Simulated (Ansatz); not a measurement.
# How many bands does the GW gap of Y2Ti2O7 (Fd-3m) need?

Aim: see how the G0W0 gap of Y2Ti2O7 (Fd-3m) on LDA moves with empty bands and screening cutoff, and what each rung costs.

Main program and level: Ansatz 0.2.0; G0W0 on LDA, plane waves, PAW.

**1. Set-up**

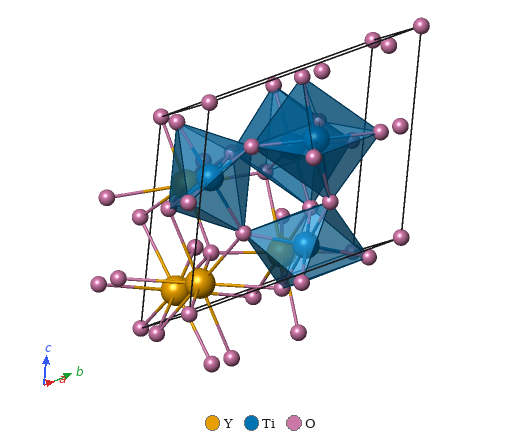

The cell as given, slightly off an axis (yttrium orange, titanium blue, oxygen pink). Bonds to atoms that aren't drawn are left out. Some periodic images of atoms are drawn too.

Coordinates:

```cif
data_structure
_symmetry_space_group_name_H-M 'P 1'
_symmetry_Int_Tables_number 1
_cell_length_a 7.1408
_cell_length_b 7.1408
_cell_length_c 7.1408
_cell_angle_alpha 60.000
_cell_angle_beta 60.000
_cell_angle_gamma 60.000
_cell_volume 257.47
loop_
_atom_site_label
_atom_site_type_symbol
_atom_site_fract_x
_atom_site_fract_y
_atom_site_fract_z
_atom_site_occupancy
Y1 Y 0.12500 0.12500 0.12500 1
Y2 Y 0.62500 0.12500 0.12500 1
Y3 Y 0.12500 0.12500 0.62500 1
Y4 Y 0.12500 0.62500 0.12500 1
Ti5 Ti 0.62500 0.62500 0.62500 1
Ti6 Ti 0.12500 0.62500 0.62500 1
Ti7 Ti 0.62500 0.62500 0.12500 1
Ti8 Ti 0.62500 0.12500 0.62500 1
O9 O 0.54545 0.95455 0.95455 1
O10 O 0.70455 0.29545 0.70455 1
O11 O 0.95455 0.54545 0.54545 1
O12 O 0.29545 0.70455 0.29545 1
O13 O 0.95455 0.54545 0.95455 1
O14 O 0.70455 0.70455 0.29545 1
O15 O 0.54545 0.95455 0.54545 1
O16 O 0.29545 0.29545 0.70455 1
O17 O 0.70455 0.29545 0.29545 1
O18 O 0.95455 0.95455 0.54545 1
O19 O 0.29545 0.70455 0.70455 1
O20 O 0.54545 0.54545 0.95455 1
O21 O 0.00000 0.00000 0.00000 1
O22 O 0.25000 0.25000 0.25000 1
```

Geometry: measured cell, ions relaxed with LDA. The runs that relaxed it are not among those shown. The default PAW set here is soft_2. Its files were made with PBE.

**2. 159 empty bands, screening to 42 eV**

Now the one-shot GW correction: screening in the RPA, then the self-energy of the levels asked for.

The input, input.yaml:

```yaml
crystal:
  lattice:
    - [0.0, 5.0493, 5.0493]
    - [5.0493, 0.0, 5.0493]
    - [5.0493, 5.0493, 0.0]
  atoms:
    - { symbol: "Y", position: [0.125, 0.125, 0.125] }
    - { symbol: "Y", position: [0.625, 0.125, 0.125] }
    - { symbol: "Y", position: [0.125, 0.125, 0.625] }
    - { symbol: "Y", position: [0.125, 0.625, 0.125] }
    - { symbol: Ti, position: [0.625, 0.625, 0.625] }
    - { symbol: Ti, position: [0.125, 0.625, 0.625] }
    - { symbol: Ti, position: [0.625, 0.625, 0.125] }
    - { symbol: Ti, position: [0.625, 0.125, 0.625] }
    - { symbol: O, position: [0.5454541437, 0.9545458563, 0.9545458563] }
    - { symbol: O, position: [0.7045458563, 0.2954541437, 0.7045458563] }
    - { symbol: O, position: [0.9545458563, 0.5454541437, 0.5454541437] }
    - { symbol: O, position: [0.2954541437, 0.7045458563, 0.2954541437] }
    - { symbol: O, position: [0.9545458563, 0.5454541437, 0.9545458563] }
    - { symbol: O, position: [0.7045458563, 0.7045458563, 0.2954541437] }
    - { symbol: O, position: [0.5454541437, 0.9545458563, 0.5454541437] }
    - { symbol: O, position: [0.2954541437, 0.2954541437, 0.7045458563] }
    - { symbol: O, position: [0.7045458563, 0.2954541437, 0.2954541437] }
    - { symbol: O, position: [0.9545458563, 0.9545458563, 0.5454541437] }
    - { symbol: O, position: [0.2954541437, 0.7045458563, 0.7045458563] }
    - { symbol: O, position: [0.5454541437, 0.5454541437, 0.9545458563] }
    - { symbol: O, position: [0.0, 0.0, 0.0] }
    - { symbol: O, position: [0.25, 0.25, 0.25] }
kpoints:
  mp_grid: { grid: [2, 2, 2] }
hamiltonian:
  xc: lda
scf:
  occupations: { method: fixed }
gw:
  n_empty_bands: 159
  ecut_chi: 42
  qp_bands: [v4, c4]
  qp_kpoints: band_edges
  screening: { model: contour_deformation }
```

Run with:

```bash
$ ansatz run input.yaml --threads 24 --pin off --max-ram 82944MiB --backend cuda --events-out ev --progress --plain --runs-dir out --devices 1 --max-vram 78GiB
```

Numbers of over 12 decimals in the logs are rounded to 6 here.

The log of the run:

```text
GPUs: using 1 of 1 available (devices: 1).
Engine: ansatz 0.2.0, aarch64-unknown-linux-gnu
Pseudopotentials: kind: paw
Pseudopotential: Y, paw, valence charge 11, recommended cutoff 420 eV (normal), Y.paw.azcp
Pseudopotential: Ti, paw, valence charge 12, recommended cutoff 420 eV (normal), Ti.paw.azcp
Pseudopotential: O, paw, valence charge 6, recommended cutoff 420 eV (normal), O.paw.azcp
Functional definition: SPW92
  exchange = slater_x
  correlation = pw_c
[...]
Crystal: 22 atoms, lattice volume = 257.468 Å³
Basis set: ecut = 420 eV, 5029 PW (Γ)
Bands: 110, of which v1, the nominal top of the filled ones, is band 88 counted from 1 (87 counted from 0)
Symmetry: 48 space group operations
Space group: Fd-3m (ITA 227), of the structure as read, at distance tolerance 6.4e-5 Å
k-points: 3 of 8
Non-local potential: Y, projectors of the file, l = 0: 3, l = 1: 2, l = 2: 2, l = 3: 1
Non-local potential: Ti, projectors of the file, l = 0: 3, l = 1: 2, l = 2: 3, l = 3: 1
Non-local potential: O, projectors of the file, l = 0: 2, l = 1: 2, l = 2: 1
PAW form: soft (Blöchl's): semilocal exchange-correlation on the pseudo side does not see the compensation charge
PAW frozen core: Y, regenerated for the run's functional, and the local potential with it (the file was generated under x = pbe(κ = 0.804, μ = 0.219515), c = pbe(β = 0.066725))
PAW frozen core: Ti, regenerated for the run's functional, and the local potential with it (the file was generated under x = pbe(κ = 0.804, μ = 0.219515), c = pbe(β = 0.066725))
PAW frozen core: O, regenerated for the run's functional, and the local potential with it (the file was generated under x = pbe(κ = 0.804, μ = 0.219515), c = pbe(β = 0.066725))
PAW one-centre angular grid: Y, 590 points (default); XC on 64 Gauss nodes
PAW one-centre angular grid: Ti, 590 points (default); XC on 64 Gauss nodes
PAW one-centre angular grid: O, 110 points (default); XC on 64 Gauss nodes
Initial density: superposition of atomic densities (neutral atoms: chi_scale 0, normalization atom), corrected by the library's trained network
Initial wavefunctions: pseudopotential atomic-orbital guess
[...]
Functional: x = slater, c = lda
SCF iter   1: F=—  HF=-32598.058813 eV  |F-HF|=—  |Δ(HF+E_count)|=         —  Δρ=1.78e-2  dr2=7.16e-1  ethr=1.77e-3  ⟨swp⟩=3.3  Hψ=1100  notcnv=0  defer=42
preconditioner: auto → Resta (q_TF=auto, 2.561 Å⁻¹)  ε∞=5.5  [insulator: Δε(μ)=2.609 eV  Ē_g=12.683 eV  n_scr=64 (ndim 8)  ℏωp=27.0 eV  f_vac=0.019  ε∞_Penn≈5.5]
SCF iter   2: F=—  HF=-32597.911709 eV  |F-HF|=—  |Δ(HF+E_count)|=   1.47e-1  Δρ=7.66e-3  dr2=1.15e-1  ethr=4.07e-4  ⟨swp⟩=2.0  Hψ=534  notcnv=0  defer=58
SCF iter   3: F=—  HF=-32597.889649 eV  |F-HF|=—  |Δ(HF+E_count)|=   2.21e-2  Δρ=2.86e-3  dr2=1.56e-2  ethr=6.54e-5  ⟨swp⟩=2.3  Hψ=429  notcnv=0  defer=57
SCF iter   4: F=—  HF=-32597.886357 eV  |F-HF|=—  |Δ(HF+E_count)|=   3.29e-3  Δρ=1.16e-3  dr2=2.83e-3  ethr=8.86e-6  ⟨swp⟩=2.0  Hψ=410  notcnv=0  defer=60
SCF iter   5: F=—  HF=-32597.885753 eV  |F-HF|=—  |Δ(HF+E_count)|=   6.04e-4  Δρ=3.81e-4  dr2=3.43e-4  ethr=1.61e-6  ⟨swp⟩=2.0  Hψ=457  notcnv=0  defer=60
SCF iter   6: F=—  HF=-32597.885706 eV  |F-HF|=—  |Δ(HF+E_count)|=   4.75e-5  Δρ=1.07e-4  dr2=2.92e-5  ethr=1.95e-7  ⟨swp⟩=2.0  Hψ=429  notcnv=0  defer=38
SCF iter   7: F=—  HF=-32597.885712 eV  |F-HF|=—  |Δ(HF+E_count)|=   6.11e-6  Δρ=1.44e-5  dr2=4.47e-7  ethr=1.66e-8  ⟨swp⟩=2.0  Hψ=408  notcnv=0  defer=38
SCF iter   8: F=-32597.885712 eV  HF=-32597.885712 eV  |F-HF|=7.09e-10  |Δ(HF+E_count)|=   2.27e-7  Δρ=2.77e-6  dr2=1.86e-8  ethr=5.68e-11  ⟨swp⟩=11.0  Hψ=1095  notcnv=0
SCF 1 converged in 8 iterations: F = -32597.885712 eV  dr2 = 1.86e-8
  greatest PAW one-centre occupation: 0.999 electrons in one spin orbital (limit 2), on the Ti atom at site 7 (counted from 0), in its partial waves of l = 0
[...]
NSCF: frozen V_eff on 3 k-points
[...]
SCF converged after 8 iterations
[...]
k-point 2: bands = ["-46.4171", "-46.4171", "-46.4124", "-46.4124", "-30.8905", "-30.8905", "-30.8558", "-30.8558", "-23.0655", "-23.0655", "-23.0118", "-23.0118", "-23.0102", "-23.0102", "-23.0046", "-23.0046", "-23.0041", "-23.0041", "-22.9496", "-22.9496", "-12.0095", "-12.0095", "-11.2533", "-11.2533", "-11.1158", "-11.1158", "-11.1053", "-11.1053", "-11.0576", "-11.0576", "-10.8618", "-10.8618", "-7.0089", "-7 [...]
--- G₀W₀: contour deformation, 6 samples at zero and on the imaginary axis and 1 off it, 8 q-points, 159 empty bands' worth ---
  eigenvalues of the whole cell's RPA ε∞ on this k-mesh (on a slab, of 1 + 4πα/V) = 6.2995, 6.2995, 6.2995; static W/v taken at q = 0 is 0.158744
  bands read: the sum over 247 bands ends inside a degenerate multiplet in 3 slots, whose members it reads at an even weight; the widest, k=0: bands 247 to 249 (counted from 1) at 1/3 each
  gw.qp_kpoints: band_edges: 3 of 3 stored k-points solved, in 1 pass; an edge of the gap read off the rows below is read off those points alone
  `?` marks the rows in doubt; gw_qp.tsv's column doubts and the gw_qp event give each row's grounds
    ik  band        ε_KS         Σx   Σc(E_QP)       V_xc       Z   E_QP_lin       E_QP  E_QP is
     0    85      8.4275   -25.7534     5.1198   -20.6998  0.7317     8.4936     8.4937  root
     0    86      9.2511   -26.5025     4.9126   -21.7525  0.7463     9.4132     9.4136  root
     0    87      9.2511   -26.5025     4.9126   -21.7525  0.7463     9.4132     9.4136  root
     0    88      9.2511   -26.5025     4.9126   -21.7525  0.7463     9.4132     9.4136  root
     0    89     12.0438   -13.4882    -6.4573   -22.3041  0.7355    14.5742    14.4025  root ?
     0    90     12.0438   -13.4882    -6.4573   -22.3041  0.7355    14.5742    14.4025  root ?
     0    91     12.2163   -12.8565    -6.0683   -21.0445  0.7365    14.4692    14.3360  root ?
     0    92     12.2475   -13.3642    -6.8585   -22.5730  0.7258    14.7914    14.5978  root ?
     1    85      8.7887   -25.4648     4.9189   -20.6566  0.7354     8.8992     8.8994  root
     1    86      8.7887   -25.4648     4.9189   -20.6566  0.7354     8.8992     8.8994  root
     1    87      8.8910   -26.0424     4.9053   -21.2776  0.7425     9.0312     9.0316  root
     1    88      8.8910   -26.0424     4.9053   -21.2776  0.7425     9.0312     9.0316  root
     1    89     12.2553   -13.6952    -6.5666   -22.5912  0.7286    14.7653    14.5847  root ?
     1    90     12.2553   -13.6952    -6.5666   -22.5912  0.7286    14.7653    14.5847  root ?
     1    91     12.3893   -13.9717    -6.3258   -22.5705  0.7277    14.8294    14.6623  root ?
     1    92     12.4283   -13.7326    -6.3218   -22.2612  0.7259    14.8023    14.6351  root ?
     2    85      8.6950   -25.9196     4.9848   -21.0317  0.7406     8.7917     8.7919  root
     2    86      8.6950   -25.9196     4.9848   -21.0317  0.7406     8.7917     8.7919  root
     2    87      9.2621   -26.0724     4.9433   -21.2655  0.7417     9.3983     9.3986  root
     2    88      9.2621   -26.0724     4.9433   -21.2655  0.7417     9.3983     9.3986  root
     2    89     12.4269   -13.3708    -6.3360   -21.9012  0.7288    14.7824    14.6213  root ?
     2    90     12.4269   -13.3708    -6.3360   -21.9012  0.7288    14.7824    14.6213  root ?
     2    91     12.5238   -14.0737    -6.3849   -22.7140  0.7250    14.9569    14.7792  root ?
     2    92     12.5238   -14.0737    -6.3849   -22.7140  0.7250    14.9569    14.7792  root ?
```

Wall time 2.1 s (1 × NVIDIA GB200 (shared by 2 runs) with 24 threads of Arm Neoverse V2, shared host); peak memory 1.4 GiB; 4.8 s of CPU time.

The column dr2 measures how far the density is from self-consistency, as an energy; F and HF (Harris–Foulkes) agree once it is small.

Numbers from this step:

- bands summed: 247
- RPA ε∞ on this mesh (eigenvalues): 6.299, 6.299, 6.299
- plane waves in the screening matrix: 169
- q-points in the mesh: 8
- G0W0 gap on the mesh: 4.922 eV
- k of the valence top: 0, 0, 0
- k of the conduction bottom: 0, 0, 0
- starting gap on the mesh: 2.782 eV
- Z at the valence top: 0.7463
- Z at the conduction bottom: 0.7365
- least direct G0W0 gap on the computed points: 4.922 eV

The gap on the mesh goes from 2.78 eV to 4.92 eV, a correction of +2.14 eV, though a band edge has moved to another state. The program marks an edge row as in doubt.

**3. 450 empty bands, screening to 84 eV**

Another rung: the empty bands reach about as high as the screening cutoff, so the two stay in balance.

input.yaml: that of step 2 with these lines changed.

```diff
@@ -35,4 +35,4 @@
 gw:
-  n_empty_bands: 159
-  ecut_chi: 42
+  n_empty_bands: 450
+  ecut_chi: 84
   qp_bands: [v4, c4]
```

The log of the run:

```text
GPUs: using 1 of 1 available (devices: 1).
[...]
Crystal: 22 atoms, lattice volume = 257.468 Å³
Basis set: ecut = 420 eV, 5029 PW (Γ)
Bands: 110, of which v1, the nominal top of the filled ones, is band 88 counted from 1 (87 counted from 0)
[... 1 set-up line as in the run before ...]
[...]
k-points: 3 of 8
[...]
SCF iter   1: F=—  HF=-32598.058813 eV  |F-HF|=—  |Δ(HF+E_count)|=         —  Δρ=1.78e-2  dr2=7.16e-1  ethr=1.77e-3  ⟨swp⟩=3.3  Hψ=1100  notcnv=0  defer=42
[...]
SCF iter   8: F=-32597.885712 eV  HF=-32597.885712 eV  |F-HF|=7.09e-10  |Δ(HF+E_count)|=   2.27e-7  Δρ=2.77e-6  dr2=1.86e-8  ethr=5.68e-11  ⟨swp⟩=11.0  Hψ=1095  notcnv=0
SCF 1 converged in 8 iterations: F = -32597.885712 eV  dr2 = 1.86e-8
[...]
NSCF: frozen V_eff on 3 k-points
[...]
SCF converged after 8 iterations
[...]
0    85      8.4275   -25.7534     4.9584   -20.6998  0.7230     8.3321     8.3323  root
     0    86      9.2511   -26.5025     4.7642   -21.7525  0.7370     9.2652     9.2652  root
     0    87      9.2511   -26.5025     4.7642   -21.7525  0.7370     9.2652     9.2652  root
     0    88      9.2511   -26.5025     4.7642   -21.7525  0.7370     9.2652     9.2652  root
     0    89     12.0438   -13.4882    -6.9452   -22.3041  0.7287    14.0037    13.9146  root
     0    90     12.0438   -13.4882    -6.9452   -22.3041  0.7287    14.0037    13.9146  root
     0    91     12.2163   -12.8565    -6.4953   -21.0445  0.7294    13.9831    13.9090  root
     0    92     12.2475   -13.3642    -7.3354   -22.5730  0.7187    14.2226    14.1209  root ?
     1    85      8.7887   -25.4648     4.7646   -20.6566  0.7258     8.7451     8.7451  root
[...]
2    89     12.4269   -13.3708    -6.7788   -21.9012  0.7213    14.2655    14.1784  root
     2    90     12.4269   -13.3708    -6.7788   -21.9012  0.7213    14.2655    14.1784  root
     2    91     12.5238   -14.0737    -6.8425   -22.7140  0.7173    14.4136    14.3215  root
     2    92     12.5238   -14.0737    -6.8425   -22.7140  0.7173    14.4136    14.3215  root
```

Run time: 3.1 s. Hardware: 1 × NVIDIA GB200 (shared by 2 runs) with 24 threads; peak memory 1.6 GiB; 6.6 s of CPU time.

This step gave:

| Property | Result |
| --- | --- |
| bands summed | 538 |
| RPA ε∞ on this mesh (eigenvalues) | 6.235, 6.235, 6.235 |
| plane waves in the screening matrix | 459 |
| q-points in the mesh | 8 |
| G0W0 gap on the mesh | 4.644 eV |
| k of the valence top | 0, 0, 0 |
| k of the conduction bottom | 0, 0, 0 |
| starting gap on the mesh | 2.782 eV |
| Z at the valence top | 0.7370 |
| Z at the conduction bottom | 0.7294 |
| least direct G0W0 gap on the computed points | 4.644 eV |

Against the run with 2×2×2 mesh, 159 empty bands, screening to 42 eV, the gap moves by −0.28 eV.

**4. 968 empty bands, screening to 140 eV**

input.yaml: that of step 3 with these lines changed.

```diff
@@ -35,4 +35,4 @@
 gw:
-  n_empty_bands: 450
-  ecut_chi: 84
+  n_empty_bands: 968
+  ecut_chi: 140.0
   qp_bands: [v4, c4]
```

The log of the run:

```text
GPUs: using 1 of 1 available (devices: 1).
[...]
Crystal: 22 atoms, lattice volume = 257.468 Å³
Basis set: ecut = 420 eV, 5029 PW (Γ)
Bands: 110, of which v1, the nominal top of the filled ones, is band 88 counted from 1 (87 counted from 0)
[... 1 set-up line as in the run before ...]
[...]
k-points: 3 of 8
[...]
0    92     12.2475   -13.3642    -7.6187   -22.5730  0.7152    13.9060    13.8376  root
[...]
2    89     12.4269   -13.3708    -7.0538   -21.9012  0.7176    13.9613    13.9035  root
     2    90     12.4269   -13.3708    -7.0538   -21.9012  0.7176    13.9613    13.9035  root
     2    91     12.5238   -14.0737    -7.1315   -22.7140  0.7133    14.0929    14.0326  root
     2    92     12.5238   -14.0737    -7.1315   -22.7140  0.7133    14.0929    14.0326  root
[key lines of the parts left out:]
SCF converged after 8 iterations
Free energy (F): -32597.885712 eV
Fermi energy:    9.262103 eV
```

Wall time 4.5 s (1 × NVIDIA GB200 (shared by 2 runs) with 24 threads); peak memory 1.8 GiB.

Numbers from this step:

```yaml
bands_summed: 1056
rpa_eps_infinity_on_this_mesh_eigenvalues: 6.174, 6.174, 6.174
plane_waves_in_the_screening_matrix: 941
g0w0_gap_on_the_mesh: 4.644 eV
k_of_the_valence_top: 0, -0.5, -0.5
k_of_the_conduction_bottom: 0, 0, 0
starting_gap_on_the_mesh: 2.782 eV
least_direct_g0w0_gap_on_the_computed_points: 4.650 eV
```

Against the run with 2×2×2 mesh, 450 empty bands, screening to 84 eV, the gap moves by −0.0002 eV.

**5. Changing the frequency model: 2×2×2 mesh, 450 empty bands, screening to 84 eV, plasmon pole**

A plasmon pole stands in for the full frequency dependence of the screening; this run shows what that costs in accuracy. Bands and cutoff differ from the step before, so it is read against an earlier run that matches them.

input.yaml: that of step 4 with these lines changed.

```diff
@@ -35,6 +35,6 @@
 gw:
-  n_empty_bands: 968
-  ecut_chi: 140.0
+  n_empty_bands: 450
+  ecut_chi: 84
   qp_bands: [v4, c4]
   qp_kpoints: band_edges
-  screening: { model: contour_deformation }
+  screening: { model: godby_needs }
```

The log of the run:

```text
GPUs: using 1 of 1 available (devices: 1).
[...]
Crystal: 22 atoms, lattice volume = 257.468 Å³
Basis set: ecut = 420 eV, 5029 PW (Γ)
Bands: 110, of which v1, the nominal top of the filled ones, is band 88 counted from 1 (87 counted from 0)
[... 1 set-up line as in the run before ...]
[...]
k-points: 3 of 8
[...]
0    92     12.2475   -13.3642    -7.1542   -22.5730  0.7715    14.3454    14.3021  root
[...]
2    89     12.4269   -13.3708    -6.5969   -21.9012  0.7750    14.3987    14.3605  root
     2    90     12.4269   -13.3708    -6.5969   -21.9012  0.7750    14.3987    14.3605  root
     2    91     12.5238   -14.0737    -6.6460   -22.7140  0.7707    14.5532    14.5181  root
     2    92     12.5238   -14.0737    -6.6460   -22.7140  0.7707    14.5532    14.5181  root
[key lines of the parts left out:]
SCF converged after 8 iterations
Free energy (F): -32597.885712 eV
Fermi energy:    9.262103 eV
```

Elapsed: 3.3 s, on 1 × NVIDIA GB200 (shared by 2 runs) with 24 threads; peak memory 1.7 GiB; 13 s of CPU time.

Numbers from this step:

```
bands summed                                 : 538
plasmon-pole fit frequency                   : 30.70 eV
RPA ε∞ on this mesh (eigenvalues)            : 6.235, 6.235, 6.235
plane waves in the screening matrix          : 459
G0W0 gap on the mesh                         : 4.752 eV
k of the valence top                         : 0, 0, 0
k of the conduction bottom                   : 0, 0, 0
starting gap on the mesh                     : 2.782 eV
least direct G0W0 gap on the computed points : 4.752 eV
```

Against the run with 2×2×2 mesh, 450 empty bands, screening to 84 eV, the gap moves by +0.11 eV.

**6. Side by side**

Times are wall times on 1 × NVIDIA GB200 (shared by 2 runs) with 24 threads of Arm Neoverse V2, shared host, good to a factor of about two.

```csv
mesh,files,frequency,bands summed,cutoff (eV),start (eV),G0W0 (eV),time,host memory (GiB)
2×2×2,default PAW,contour deformation,247,42,2.782,4.922,2.1 s,1.4
2×2×2,default PAW,contour deformation,538,84,2.782,4.644,3.1 s,1.6
2×2×2,default PAW,contour deformation,1056,140,2.782,4.644,4.5 s,1.8
2×2×2,default PAW,plasmon pole,538,84,2.782,4.752,3.3 s,1.7
```

How the two edges are built up, in eV (the quasiparticle level is the starting level plus Σx plus Σc less Vxc):

```csv
run,edge,start,Σx,Σc,Vxc,Z,QP
247 bands,valence top,9.25,-26.50,4.91,-21.75,0.75,9.41
247 bands,conduction bottom,12.22,-12.86,-6.07,-21.04,0.74,14.34
538 bands,valence top,9.25,-26.50,4.76,-21.75,0.74,9.27
538 bands,conduction bottom,12.22,-12.86,-6.50,-21.04,0.73,13.91
1056 bands,valence top,9.26,-26.07,4.53,-21.27,0.73,8.99
1056 bands,conduction bottom,12.04,-13.49,-7.23,-22.30,0.73,13.63
```

 Where G0W0 reorders the edges (247 bands and 538 bands), the two states listed lie further apart at the start than the starting gap.

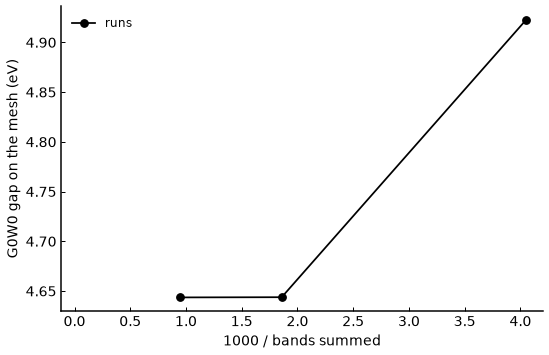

The gap against one over the number of bands.

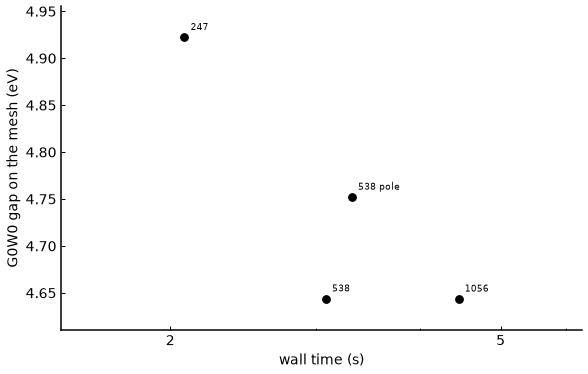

Result against wall time.

**7. Summary of results**

| Property | Result |
| --- | --- |
| 247 bands, 42 eV | 4.922 eV |
| 538 bands, 84 eV | 4.644 eV |
| 1056 bands, 140 eV | 4.644 eV |
| mesh and start | 2×2×2, LDA |

What this shows: From 247 to 1056 bands the gap moves by −0.28 eV while the time grows 2.1-fold. The states at the edges change along the series or lie close to crossing, so no limit is drawn from it. The plasmon-pole model gives +0.11 eV against contour deformation, 6 % of the correction, and saved no time in this program. The 2×2×2 mesh is coarse for this cell (its supercell is 14 Å along the shortest edge). The RPA ε∞ on it, from the LDA start, is 6.17; such meshes misread the long-range screening, most where the gap is narrow. The many-body steps are scalar-relativistic: spin-orbit coupling is not in them.

[Paths, hosts, dates, memory and timing lines, banners, echoed tables and standing remarks are left out of the program output.]

[Logs are printed without paths, hosts, clocks, repeated set-up lines and the standing remarks that a program may print on its own settings, such as how far it seeks lower states.]

[Runs of the session that timed out or met a known fault of the program may be left out.]

[Cells called generated may have been cut or substituted from an entry of the Crystallography Open Database or the Materials Project.]

[Hosts, paths, dates, database ids (printed as entryN), source tags and the programs' standing remarks are cut or masked in the printed files.]
